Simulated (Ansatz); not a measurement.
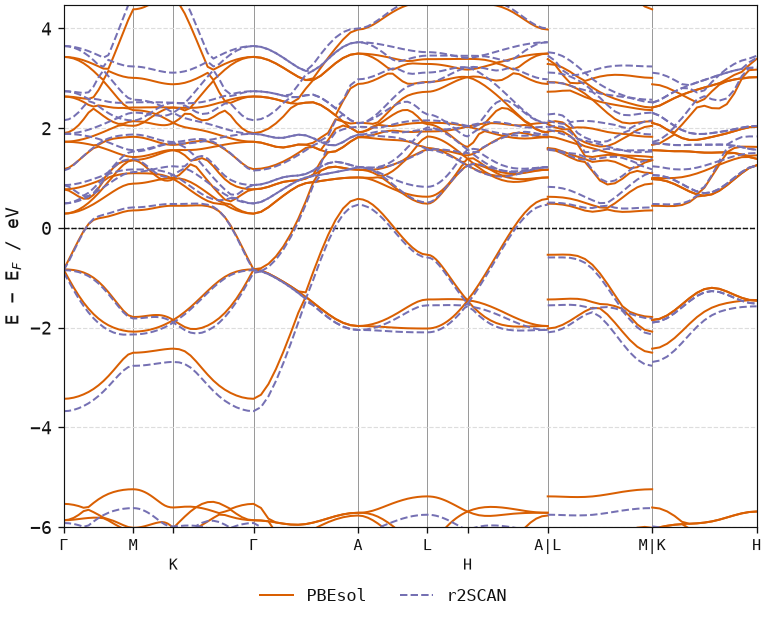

Band structures of TiO, space group P-62m (No. 189), 6 atoms in the cell (a = 4.989 Å, c = 2.873 Å (hexagonal axes)), by two methods on the same cell. Each is counted from its own Fermi level.

### What changes from one method to the other?

Both give a metal. Levels within 1 eV of the Fermi level in either run differ by 0.10 eV on average and by 0.23 eV at most (at M). Filled levels 1 to 5 eV under it lie 0.11 eV higher on average in PBEsol than in r2SCAN.

Settings. PBEsol: Ansatz PAW earlier set, no spin polarisation, no spin-orbit coupling, 6×6×9 k mesh, 930 eV cutoff, Fermi-Dirac smearing of 0.05 eV (Ansatz). r2SCAN: Ansatz PAW, no spin polarisation, no spin-orbit coupling, 6×6×9 k mesh, 500 eV cutoff, Fermi-Dirac smearing of 0.05 eV (Ansatz).

Bands are joined in order of energy. The cell is at −2 GPa in r2SCAN and −6 GPa in PBEsol. Semilocal functionals often make such compounds metallic where correlation or magnetic order opens a gap, which also shifts bond lengths. The PAW data sets were made with another functional. The k mesh is thin for a metal, so its Fermi level is uncertain. The cell comes from a database of computed structures, and whether it is the stable form of this composition wasn't checked.
